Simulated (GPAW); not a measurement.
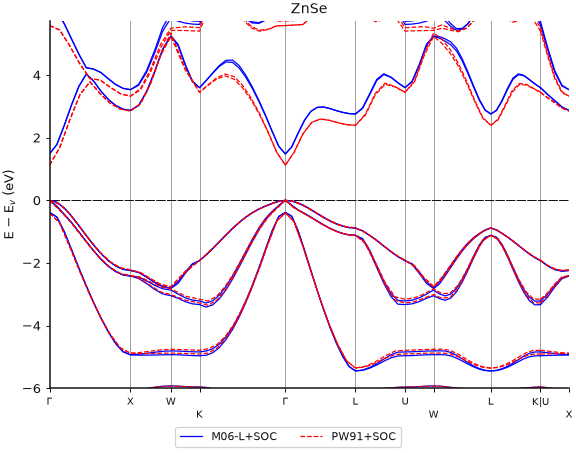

Band structures of zincblende ZnSe, space group F-43m, 2 atoms in the primitive cell (cubic a = 5.668 Å), by two methods on the same cell. Each is counted from its own valence-band top.

Q: How do the methods compare?

A: M06-L+SOC gives a gap of 1.48 eV along the path and PW91+SOC gives a gap of 1.12 eV along the path.

Settings. M06-L+SOC: GPAW PAW data sets (gpaw-data 1.2.1), spin-orbit coupling, no magnetisation, 7×7×7 k mesh, 600 eV cutoff, Fermi-Dirac smearing of 0.05 eV (GPAW). PW91+SOC: PAW data sets generated in the run's folder for this functional, spin-orbit coupling, no magnetisation, 7×7×7 k mesh, 600 eV cutoff, Fermi-Dirac smearing of 0.05 eV (GPAW 26.7.0).

Spin-orbit coupling was added after a scalar SCF, so levels and gaps hold it while energy, forces, pressure and moments don't. This program's spin-orbit splittings come out too wide for heavy elements. M06-L+SOC: the PAW data sets were made with another functional. LDA, GGA and most meta-GGA functionals understate gaps.
